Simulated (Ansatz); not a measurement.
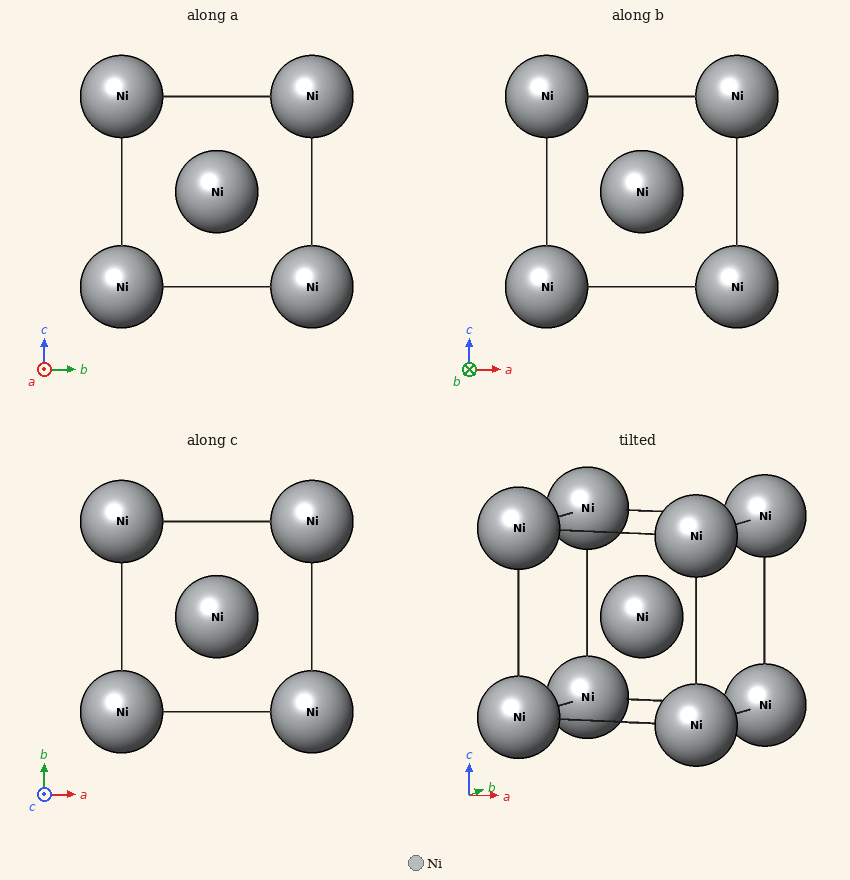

View along the a axis, along the b axis, along the c axis and slightly off an axis, drawn as a spheres-only model. The conventional unit cell is outlined; an atom on or near a face, edge or corner is repeated at each equivalent position.

Lattice parameters: a = 2.792 Å, b = 2.792 Å, c = 2.792 Å, α = 90.00°, β = 90.00°, γ = 90.00°.

### Reconstruct the structure as a table of Wyckoff sites.

Space group Im-3m (No. 229).
```json
{"atom": "Ni", "site": "2a", "x": "0.0000", "y": "0.0000", "z": "0.0000"}
```

It goes back to a structure type filled with this element by a generator (whether the element takes this form wasn't checked). Cell shown after relaxation with DFT PBE, scalar-relativistic, plane waves, PAW in Ansatz 0.2.0.
